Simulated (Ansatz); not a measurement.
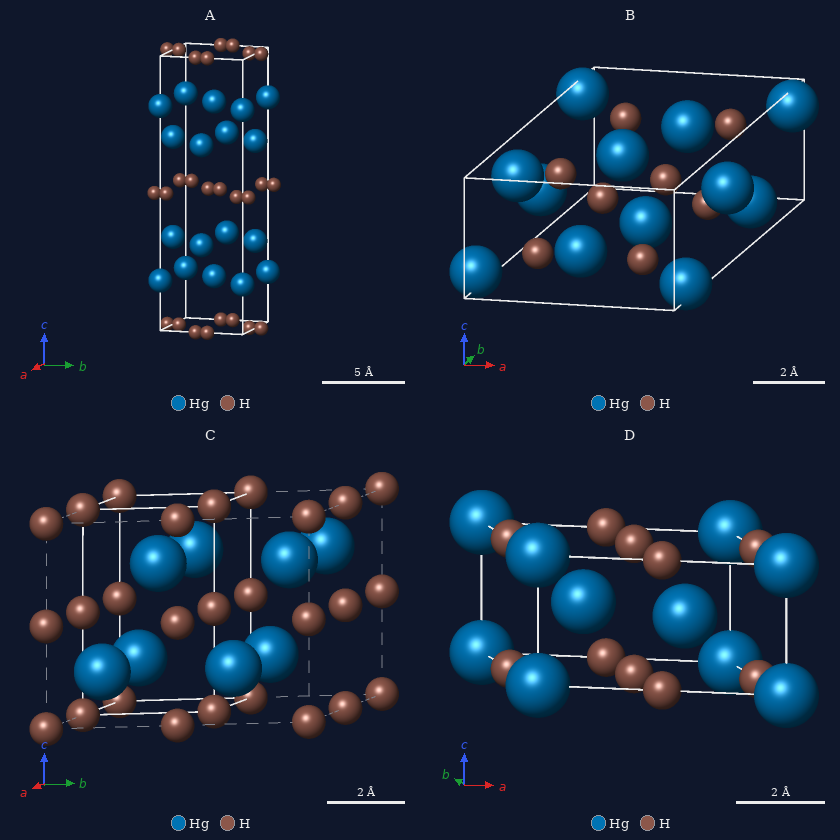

Four structures of HgH, each relaxed to rest (conventional cells in solid outline, small ones repeated, each panel with its own scale). Method: DFT PBE, scalar-relativistic, plane waves, PAW (Ansatz 0.2.0), without spin polarisation.

Question: Name the structure in each panel.

Answer: A: 16 atoms a cell on a face-centred orthorhombic lattice, Fmmm; B: 16 atoms a cell on a base-centred orthorhombic lattice, Cmce; C: anti-NiAs type, P6_3/mmc; D: 6 atoms a cell on a primitive hexagonal lattice, P6/mmm.

Question: Rank them by energy, lowest first.

Answer: A, then B (+415 meV/atom), D (+618 meV/atom) and C (+705 meV/atom), energies at zero smearing.

Question: Collect the results in a table.

Answer:
| panel | structure | E − E(lowest) (meV/atom) | volume (Å³/atom) | gap (eV) |
| --- | --- | --- | --- | --- |
| A | Fmmm | 0 | 29.8 | 1.88 |
| B | Cmce | 415 | 19.4 | metal |
| D | P6/mmm | 618 | 15.5 | metal |
| C | P6_3/mmc | 705 | 14.7 | metal |

Some of these may be structure types tried for this composition rather than known phases, and the most stable form need not be among them. Gaps are taken on the k-mesh or band path of each run.
